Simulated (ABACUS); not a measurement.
## Energy of FeO along an even scaling of the cell

System: FeO (I4/mmm, 2 atoms in the cell).
Method: Kohn-Sham DFT of a periodic cell, PBE, PseudoDojo NC SR 0.4.1 PBE standard, spin-polarised (ABACUS 3.10.1).

The 7 runs differ only in the geometry, by an even scaling of the cell at fixed fractional positions. The structure derives from a Materials Project entry.

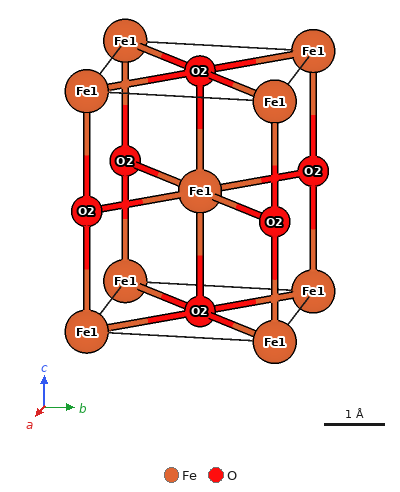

Figure 1. The structure of run 4 (ball-and-stick view of the cell 2 times as large as that of the calculation, set on its symmetry axes, seen slightly off an axis; atoms are numbered from 1 in the order of the input).

**The input of run 4**
```
INPUT_PARAMETERS
suffix              FeO
calculation         scf
basis_type          pw
pseudo_dir          ./
symmetry            1
dft_functional      pbe
ecutwfc             90
pseudo_rcut         10
nspin               2
nbands              17
ks_solver           dav
smearing_method     fd
smearing_sigma      0.00367493
scf_thr             1e-08
scf_nmax            100
mixing_type         broyden
mixing_beta         0.4
cal_force           1
cal_stress          1
kpar                4
```

**File STRU of run 4**
```
ATOMIC_SPECIES
Fe 55.8450 Fe.upf
O 15.9990 O.upf

LATTICE_CONSTANT
1.8897261246

LATTICE_VECTORS
-1.6021034130 1.6021034130 2.0833922500
1.6021034130 -1.6021034130 2.0833922500
1.6021034130 1.6021034130 -2.0833922500

ATOMIC_POSITIONS
Direct

Fe
0.0
1
0.0000000000 0.0000000000 0.0000000000 1 1 1 mag 3

O
0.0
1
0.5000000000 0.5000000000 0.0000000000 1 1 1 mag 0
```

**File KPT of run 4**
```
K_POINTS
0
Gamma
12 12 12 0 0 0
```

Command:
```bash
OMP_NUM_THREADS=1 mpirun -np 4 abacus > log
```

Run 5 differs from it as follows:
```diff
--1.6021034130 1.6021034130 2.0833922500
-1.6021034130 -1.6021034130 2.0833922500
-1.6021034130 1.6021034130 -2.0833922500
+-1.6127136786 1.6127136786 2.0971899518
+1.6127136786 -1.6127136786 2.0971899518
+1.6127136786 1.6127136786 -2.0971899518
```

**Results, with one run withheld**

| run | volume per atom (Å³) | free energy per atom, from the lowest run given (meV) | pressure (GPa) |
| --- | --- | --- | --- |
| 1 | 10.053 | 0.00 | 0.71 |
| 2 | 10.267 | 1.50 | −3.03 |
| 3 | 10.481 | 7.68 | −6.35 |
| 4 | 10.695 | 18.05 | −9.31 |
| 5 | 10.909 | ? | ? |
| 6 | 11.123 | 49.53 | −14.24 |
| 7 | 11.337 | 69.79 | −16.27 |

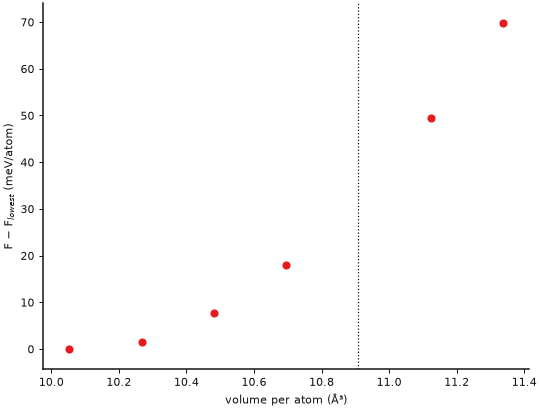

Figure 2. Free energy per atom of the runs given; the dotted line marks run 5.

What should run 5 give?

A cubic polynomial in V^(−2/3) (the Birch–Murnaghan form), fitted to the 6 runs given, misses them by at most 0.01 meV per atom. With x = V^(−2/3) − 0.20667 Å⁻², it reads F = 15.208 − 4115.8 x + 2.7321e+05 x² + 4.5606e+05 x³ (meV per atom). At run 5 it gives 32.15 meV per atom, and the run itself gives 32.15. The slope of the fit gives a pressure −dF/dV of −11.82 GPa there, and the run prints −11.94 GPa. The two needn't agree exactly: the fit is approximate, and the printed stress is taken on a finite basis. The fit has its minimum at 10.097 Å³ per atom, where V d²F/dV² gives 183 GPa. Cell shape and fractional positions are held, so this is the stiffness under even scaling; the relaxed bulk modulus wasn't computed.

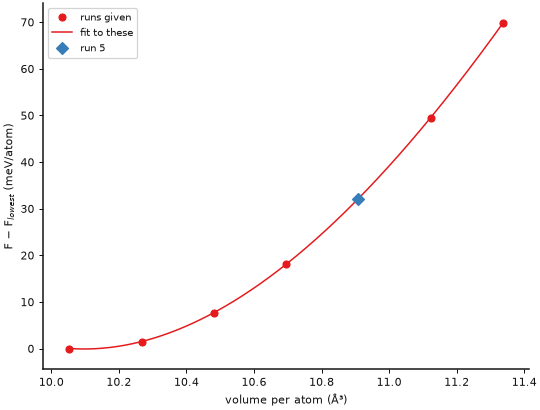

Figure 3. The fit and the withheld run.

**Some lines of the output (run 5)**
```
[...]
 E_Fermi        0.9720489093         13.2254039017
 E_Fermi        0.9651746408         13.1318746798
 E_Fermi        0.9648295745         13.1271798120
 E_Fermi        0.9662278382         13.1462041657
 E_Fermi        0.9664195092         13.1488119840
 E_Fermi        0.9663480501         13.1478397327
 E_Fermi        0.9664250851         13.1488878474
 E_Fermi        0.9664379257         13.1490625533
 E_KS(sigma->0) -283.7213408333      -3860.2268795324
 E_Fermi        0.9664651813         13.1494333840
 final etot is -3860.2336517 eV
 EFERMI = 13.149433384 eV
 TOTAL-PRESSURE: -119.357070 KBAR
 !FINAL_ETOT_IS -3860.2336516895738896 eV
```
